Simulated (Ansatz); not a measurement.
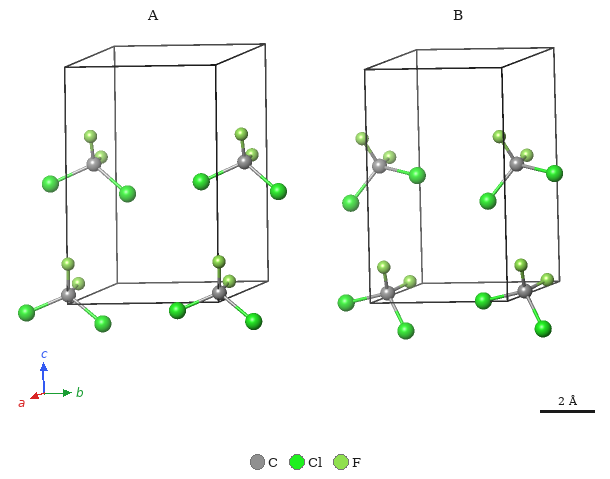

Two geometries of solid CCl2F2 (built on the MgH2O2-5 type type), drawn at one scale. One is the start of a relaxation, the other its converged end. The picture is a ball-and-stick view of the cell of the calculation, reduced to other axes, seen slightly off an axis. Lengths and directions refer to the drawn axes.

The calculation used DFT, PBEsol, plane waves, PAW in Ansatz 0.2.0. (plane-wave cutoff 420 eV; k-point mesh 4 × 2 × 4; occupations fermi dirac; smearing width 0.05 eV; no spin polarisation; cell and atoms relaxed; force threshold 0.01 eV/Å; at most 120 steps)

Which of the two is the end point?

Answer. Structure B is the relaxed one. Case: shaken. The largest moves relative to the cell, 1.21 Å, are those of F atoms. Largest moves by element: F 1.21 Å, Cl 0.83 Å, C 0.70 Å. The volume changes by −9.7 %, with a 5.312 → 5.328 Å (+0.3 %), b 6.668 → 6.070 Å (−9.0 %), c 9.104 → 8.980 Å (−1.4 %), α 84.1° → 84.6°, β 88.0° → 87.1°, γ 79.6° → 80.5°. Some distances before and after: C–F 1.236 → 1.335 Å, C–F 1.386 → 1.335 Å, C–Cl 1.719 → 1.764 Å, C–Cl 1.797 → 1.764 Å. Among the angles between lasting bonds that change: Cl–C–F 103.0° → 109.2°, Cl–C–F 114.9° → 109.5°, F–C–F 103.7° → 108.0°. The space group stays P1 (No. 1). After 45 accepted moves (57 points after the start) the energy has fallen by 45.1 meV per atom. The largest force component goes from 3.8 to 0.00098 eV/Å. Pressure: −0.14 GPa at the start and −0.01 GPa at the end. The line search rejected the trial steps at points 13, 14, 18, 20, 26, 27, 44, 55 of the run. At 4 points the geometry stayed and the basis and grid were re-selected for the new cell (energy shift of 1.2 meV per atom at most each time). The run took 3.8 min on 2 threads of Intel(R) Xeon(R) 6975P-C (Granite Rapids), with other jobs on the host, peak memory 0.71 GiB.

Limits of the set-up: layers or molecules are held without a dispersion correction, so their spacing is unreliable.
